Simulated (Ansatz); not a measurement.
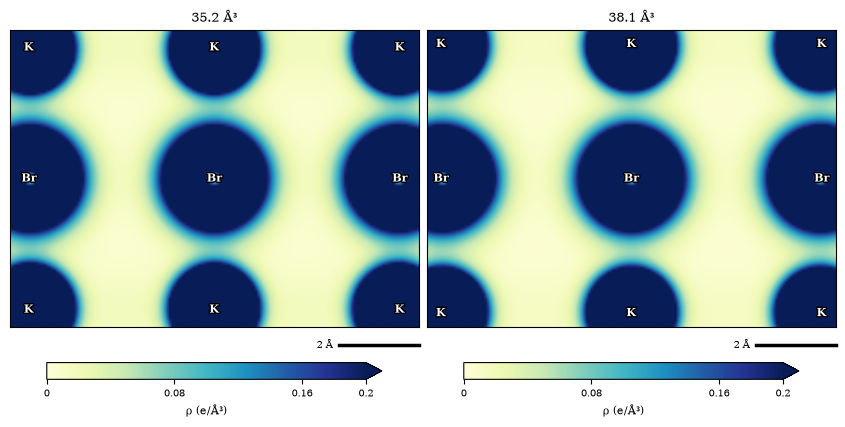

KBr. The valence charge density (pseudo) of cells scaled evenly to different volumes (given per atom above each panel), on the (101̄) plane of each (indices in the axes of the cell below), at one length scale and on one colour scale.

Computed with Kohn-Sham DFT of a periodic cell, PBE with D3(BJ), Ansatz PAW in Ansatz.

Core electrons are frozen (PAW), and the valence fields are smoothed inside the atomic spheres.

The largest cell:

```
Br K
1.0
     0.00000    3.36472    3.36472
     3.36472    0.00000    3.36472
     3.36472    3.36472    0.00000
Br K
1 1
Cartesian
  3.3647 3.3647 3.3647
  0.0000 0.0000 0.0000
```

| volume (Å³/atom) | K–Br contact in the plane (Å) | ρ at its midpoint (e/Å³) | pressure (GPa) | gap on the mesh (eV) | 
| --- | --- | --- | --- | --- |
| 35.22 | 3.278 | 0.091 | 0.1 | 4.49 | 
| 37.37 | 3.343 | ? | ? | ? | 
| 38.09 | 3.365 | 0.078 | −1.0 | 4.28 | 

> What values belong in the row with question marks?

Over the known rows ln ρ falls by 1.77 per Å of K–Br distance (the line through the two), which gives 0.081 e/Å³ at 3.343 Å; the calculation gives 0.081 e/Å³. For the pressure, a straight line in volume between the neighbouring rows gives −0.7 GPa; the calculation gives −0.8. For the gap on the mesh, a straight line in volume between the neighbouring rows gives 4.33 eV; the calculation gives 4.33.
